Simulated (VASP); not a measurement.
## Geometry relaxation of SiC (part 2 of 2)

SiC (F-43m, 2 atoms in the cell); Kohn-Sham DFT of a periodic cell, PBE, VASP PAW PBE potentials, recommended, no spin polarisation (VASP 6.6.1); cutoff 520 eV, 18×18×18 k-mesh, Gaussian smearing of 0.02 eV. The structure derives from an entry of the Crystallography Open Database.

Geometry of the input (Å; fractional positions):
```
0.0000  2.1790  2.1790
2.1790  0.0000  2.1790
2.1790  2.1790  0.0000
Si 0.0000  0.0000  0.0000
C  0.2500  0.2500  0.2500
```

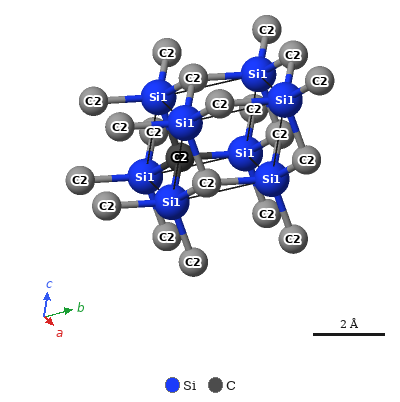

Figure 1. The geometry at step 1 of the log (ball-and-stick view of the cell of the calculation, seen slightly off an axis; neighbours outside the cell are drawn fainter; atoms are numbered from 1 in the order of the input).

**Parts of OUTCAR, continued**
```
   k-points           NKPTS =    195   k-points in BZ     NKDIM =    195   number of bands    NBANDS=      8
   number of dos      NEDOS =    301   number of ions     NIONS =      2
   total plane-waves  NPLWV =  13824
   dimension x,y,z NGX =    24 NGY =   24 NGZ =   24
   dimension x,y,z NGXF=    48 NGYF=   48 NGZF=   48
   ions per type =               1   1
   NGX,Y,Z   is equivalent  to a cutoff of  12.95, 12.95, 12.95 a.u.
   NGXF,Y,Z  is equivalent  to a cutoff of  25.90, 25.90, 25.90 a.u.
 SYSTEM =  SiC
   PREC   = accura    normal or accurate (medium, high low for compatibility)
   ISTART =      0    job   : 0-new  1-cont  2-samecut
   ICHARG =      2    charge: 1-file 2-atom 10-const
   ISPIN  =      1    spin polarized calculation?
   LNONCOLLINEAR =      F non collinear calculations
   LSORBIT =      F    spin-orbit coupling
   LASPH  =      T    aspherical Exc in radial PAW
   ENCUT  =  520.0 eV  38.22 Ry    6.18 a.u.   5.73  5.73  5.73*2*pi/ulx,y,z
   NELM   =     80;   NELMIN=  2; NELMDL= -5     # of ELM steps
   EDIFF  = 0.1E-06   stopping-criterion for ELM
   LREAL  =      F    real-space projection
   EDIFFG = -.2E-02   stopping-criterion for IOM
   NSW    =     80    number of steps for IOM
   IBRION =      2    ionic relax: 0-MD 1-quasi-New 2-CG
   NFREE  =      1    steps in history (QN), initial steepest desc. (CG)
   ISIF   =      3    stress and relaxation
   ISYM   =      2    0-nonsym 1-usesym 2-fastsym
   POTIM  = 0.5000    time-step for ionic-motion
   TEBEG  =    0.0;   TEEND  =   0.0 temperature during run
   PSTRESS=    0.0 pullay stress
   NELECT =       8.0000    total number of electrons
   NUPDOWN=      -1.0000    fix difference up-down
   EMIN   =  10.00;   EMAX   =-10.00  energy-range for DOS
   EFERMI =   0.00;   METHOD = LEGACY
   ISMEAR =     0;   SIGMA  =   0.02  broadening in eV -4-tet -1-fermi 0-gaus
   EFERMI_NEDOS =   21; number of points for ismear=-14 and -15
   IALGO  =     38    algorithm
   IMIX   =      4    mixing-type and parameters
     AMIX     =   0.40;   BMIX     =  1.00
     AMIX_MAG =   1.60;   BMIX_MAG =  1.00
  volume/ion in A,a.u.               =      10.35        69.82
  Fermi-wavevector in a.u.,A,eV,Ry     =   1.192626  2.253736 19.352338  1.422357
  Thomas-Fermi vector in A             =   2.328660
   LORBIT       =      0    0 simple, 1 ext, 2 COOP (PROOUT), +10 PAW based schemes
   GGA     = PE    functional components
   LHFCALC =     F    Hartree Fock is set to
   AEXX    =    0.0000 exact exchange contribution
   IVDW    =     0    specifies the selected vdW correction
   LEPSILON=     F    determine dielectric tensor
   LRPA    =     F    only Hartree local field effects (RPA)
 conjugate gradient relaxation of ions
 non-spin polarized calculation
 Gauss-broadening in eV      SIGMA  =   0.02
  energy-cutoff  :      520.00
  volume of cell :       20.69
 maximum number of plane-waves:       568
   NGX = 11   NGY = 11   NGZ = 11

--------------------------------------- Ionic step        1  -------------------------------------------

 number of electron       8.0000001 magnetization

 Free energy of the ion-electron system (eV)
  ---------------------------------------------------
  ext. energy  EPLUGINS =         0.00000000
  ---------------------------------------------------
  free energy    TOTEN  =       -15.05786550 eV

  energy without entropy =      -15.05786550  energy(sigma->0) =      -15.05786550

------------------------ aborting loop because EDIFF is reached ----------------------------------------

  FORCE on cell =-STRESS in cart. coord.  units (eV):
  Direction    XX          YY          ZZ          XY          YZ          ZX
  --------------------------------------------------------------------------------------
  -------------------------------------------------------------------------------------
  Total        0.4145148      0.4145148      0.4145148     -0.0000000     -0.0000000     -0.0000000
  in kB       32.0958572     32.0958572     32.0958572     -0.0000000     -0.0000000     -0.0000000
  external PRESSURE =      32.0958572 kB  Pullay stress =       0.0000000 kB

 VOLUME and BASIS-vectors are now :
 -----------------------------------------------------------------------------
  energy-cutoff  :      520.00
  volume of cell :       20.69
      direct lattice vectors                 reciprocal lattice vectors
     0.000000000  2.179000000  2.179000000    -0.229463056  0.229463056  0.229463056
     2.179000000  0.000000000  2.179000000     0.229463056 -0.229463056  0.229463056
     2.179000000  2.179000000  0.000000000     0.229463056  0.229463056 -0.229463056

 POSITION                                       TOTAL-FORCE (eV/Angst)
 -----------------------------------------------------------------------------------
      0.00000      0.00000      0.00000         0.000000      0.000000      0.000000
      1.08950      1.08950      1.08950        -0.000000     -0.000000     -0.000000
 -----------------------------------------------------------------------------------
    total drift:                                0.000000      0.000000      0.000000

  FREE ENERGIE OF THE ION-ELECTRON SYSTEM (eV)
  ---------------------------------------------------
  free  energy   TOTEN  =       -15.0578654992 eV

  energy  without entropy=      -15.0578654992  energy(sigma->0) =      -15.05786550

--------------------------------------- Ionic step        2  -------------------------------------------

 number of electron       8.0000001 magnetization

------------------------ aborting loop because EDIFF is reached ----------------------------------------

  FORCE on cell =-STRESS in cart. coord.  units (eV):
  Direction    XX          YY          ZZ          XY          YZ          ZX
  --------------------------------------------------------------------------------------
  -------------------------------------------------------------------------------------
  Total       -0.4148846     -0.4148846     -0.4148846     -0.0000000      0.0000000     -0.0000000
  in kB      -31.1798368    -31.1798368    -31.1798368     -0.0000000      0.0000000     -0.0000000
  external PRESSURE =     -31.1798368 kB  Pullay stress =       0.0000000 kB

 VOLUME and BASIS-vectors are now :
 -----------------------------------------------------------------------------
  energy-cutoff  :      520.00
  volume of cell :       21.32
      direct lattice vectors                 reciprocal lattice vectors
    -0.000000000  2.200787054  2.200787054    -0.227191449  0.227191449  0.227191449
     2.200787054 -0.000000000  2.200787054     0.227191449 -0.227191449  0.227191449
     2.200787054  2.200787054 -0.000000000     0.227191449  0.227191449 -0.227191449

 POSITION                                       TOTAL-FORCE (eV/Angst)
 -----------------------------------------------------------------------------------
      2.20079     -0.00000      2.20079        -0.000000     -0.000000     -0.000000
      1.10039      1.10039      1.10039         0.000000      0.000000      0.000000
 -----------------------------------------------------------------------------------
    total drift:                                0.000000      0.000000      0.000000

  FREE ENERGIE OF THE ION-ELECTRON SYSTEM (eV)
  ---------------------------------------------------
  free  energy   TOTEN  =       -15.0577172164 eV

  energy  without entropy=      -15.0577172164  energy(sigma->0) =      -15.05771722

--------------------------------------- Ionic step        3  -------------------------------------------

 number of electron       8.0000001 magnetization

 Free energy of the ion-electron system (eV)
  ---------------------------------------------------
  ext. energy  EPLUGINS =         0.00000000
  ---------------------------------------------------
  free energy    TOTEN  =       -15.06088607 eV

  energy without entropy =      -15.06088607  energy(sigma->0) =      -15.06088607

 E-fermi :   8.1093     XC(G=0): -11.2921     alpha+bet :-16.1950

 val. band max:        7.9427284291   @ k =   0.0000   0.0000   0.0000
 cond. band min:       9.3133066458   @ k =   0.5000   0.5000   0.0000
 fundamental gap:      1.3705782166
 Fermi energy:         8.1092793618

 k-point     1 :       0.0000    0.0000    0.0000
  band No.  band energies     occupation
      1      -7.3456      2.00000
      2       7.9427      2.00000
      3       7.9427      2.00000
      4       7.9427      2.00000
      5      14.0046      0.00000
      6      15.1488      0.00000
      7      15.1488      0.00000
      8      15.1488      0.00000

 k-point     2 :       0.0556    0.0000    0.0000
  band No.  band energies     occupation
      1      -7.2858      2.00000
      2       7.6024      2.00000
      3       7.8995      2.00000
      4       7.8995      2.00000
      5      14.1570      0.00000
      6      15.1861      0.00000
      7      15.2301      0.00000
      8      15.2301      0.00000

 k-point     3 :       0.1111    0.0000    0.0000
  band No.  band energies     occupation
      1      -7.1074      2.00000
      2       6.7326      2.00000
      3       7.7809      2.00000
      4       7.7809      2.00000
      5      14.2888      0.00000
      6      15.4373      0.00000
      7      15.4373      0.00000
      8      15.5030      0.00000

 k-point     4 :       0.1667    0.0000    0.0000
  band No.  band energies     occupation
      1      -6.8127      2.00000
      2       5.5823      2.00000
      3       7.6140      2.00000
      4       7.6140      2.00000
      5      14.1526      0.00000
      6      15.6650      0.00000
      7      15.6650      0.00000
      8      16.1598      0.00000

 k-point     5 :       0.2222    0.0000    0.0000
  band No.  band energies     occupation
      1      -6.4067      2.00000
      2       4.3191      2.00000
      3       7.4295      2.00000
      4       7.4295      2.00000
      5      13.9207      0.00000
      6      15.7749      0.00000
      7      15.7749      0.00000
      8      16.8608      0.00000

 [... the levels of 18 k-points are left out ...]

 k-point    24 :      -0.2222    0.0556    0.0000
  band No.  band energies     occupation
      1      -6.1966      2.00000
      2       3.9054      2.00000
      3       6.8967      2.00000
      4       7.5429      2.00000
      5      14.0341      0.00000
      6      15.6509      0.00000
      7      15.8086      0.00000
      8      17.0482      0.00000

 [... further k-points ...]

------------------------ aborting loop because EDIFF is reached ----------------------------------------

  FORCE on cell =-STRESS in cart. coord.  units (eV):
  Direction    XX          YY          ZZ          XY          YZ          ZX
  --------------------------------------------------------------------------------------
  -------------------------------------------------------------------------------------
  Total        0.0002524      0.0002524      0.0002524      0.0000000     -0.0000000      0.0000000
  in kB        0.0192620      0.0192620      0.0192620      0.0000000     -0.0000000      0.0000000
  external PRESSURE =       0.0192620 kB  Pullay stress =       0.0000000 kB

 VOLUME and BASIS-vectors are now :
 -----------------------------------------------------------------------------
  energy-cutoff  :      520.00
  volume of cell :       21.00
      direct lattice vectors                 reciprocal lattice vectors
    -0.000000000  2.189701229  2.189701229    -0.228341654  0.228341654  0.228341654
     2.189701229 -0.000000000  2.189701229     0.228341654 -0.228341654  0.228341654
     2.189701229  2.189701229 -0.000000000     0.228341654  0.228341654 -0.228341654

 POSITION                                       TOTAL-FORCE (eV/Angst)
 -----------------------------------------------------------------------------------
      0.00000      0.00000      0.00000        -0.000000     -0.000000     -0.000000
      1.09485      1.09485      1.09485         0.000000      0.000000      0.000000
 -----------------------------------------------------------------------------------
    total drift:                                0.000000      0.000000      0.000000

  FREE ENERGIE OF THE ION-ELECTRON SYSTEM (eV)
  ---------------------------------------------------
  free  energy   TOTEN  =       -15.0608860741 eV

  energy  without entropy=      -15.0608860741  energy(sigma->0) =      -15.06088607

 reached required accuracy - stopping structural energy minimisation
```

**CONTCAR**
```
SiC
   1.00000000000000
    -0.0000000000000000    2.1897012292235893    2.1897012292235893
     2.1897012292235893   -0.0000000000000000    2.1897012292235893
     2.1897012292235893    2.1897012292235893   -0.0000000000000000
  Si              C
     1     1
Direct
     0.0000000000000000    0.0000000000000000    0.0000000000000000
     0.2500000000000000    0.2500000000000000    0.2500000000000000

  0.00000000E+00  0.00000000E+00  0.00000000E+00
  0.00000000E+00  0.00000000E+00  0.00000000E+00
```

**Trajectory as extended XYZ (Å, eV, eV/Å), 3 frames, from step=0 to step=2**
```
2
Lattice="0.0000 2.1790 2.1790 2.1790 0.0000 2.1790 2.1790 2.1790 0.0000" Properties=species:S:1:pos:R:3:forces:R:3 step=0 energy=-15.05787
Si    0.0000    0.0000    0.0000    0.0000   0.0000   0.0000
C     1.0895    1.0895    1.0895    0.0000   0.0000   0.0000
2
Lattice="-0.0000 2.2008 2.2008 2.2008 -0.0000 2.2008 2.2008 2.2008 -0.0000" Properties=species:S:1:pos:R:3:forces:R:3 step=1 energy=-15.05772
Si    2.2008    0.0000    2.2008    0.0000   0.0000   0.0000
C     1.1004    1.1004    1.1004    0.0000   0.0000   0.0000
2
Lattice="-0.0000 2.1897 2.1897 2.1897 -0.0000 2.1897 2.1897 2.1897 -0.0000" Properties=species:S:1:pos:R:3:forces:R:3 step=2 energy=-15.06089
Si    0.0000    0.0000    0.0000    0.0000   0.0000   0.0000
C     1.0949    1.0949    1.0949    0.0000   0.0000   0.0000
```
